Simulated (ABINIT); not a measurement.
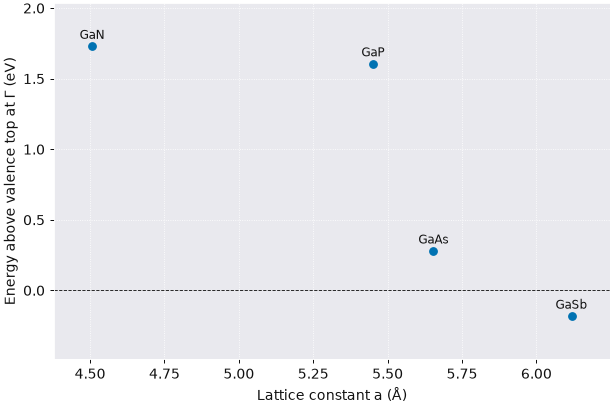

Lowest conduction level at Γ, counted from the valence-band top at Γ, for four zincblende crystals against the lattice constant, each in its database cell. A negative value at Γ means that the s-like level, then filled, lies under the p-like triplet: the bands are inverted and there is no gap. All by ABINIT with LDA, without spin-orbit coupling, no moments; potentials: JTH PAW LDA v2.0.

**How does the value at Γ change from N to Sb?**

GaN 1.73, GaP 1.61, GaAs 0.28 and GaSb −0.18 eV: it falls at each step to the heavier element.

```
compound  a (Å)    k mesh  Γ (eV)  smallest gap found (eV)
     GaN  4.507  13×13×13    1.73                     1.73
     GaP  5.451  10×10×10    1.61                     1.45
    GaAs  5.654  10×10×10    0.28                     0.28
    GaSb  6.118  10×10×10   −0.18                     none
```

Spin-orbit coupling is left out, which matters for Sb and As. LDA, GGA and most meta-GGA functionals understate gaps. The usual form of GaN is wurtzite. GaP: measured GaP has its conduction bottom near X; the order of its valleys hangs on the functional and the volume. Measured GaSb has a positive gap at its own volume; this functional understates it. The cells are as the databases list them, so they lie at different pressures for this functional. In GaP the smallest gap lies off the points plotted.
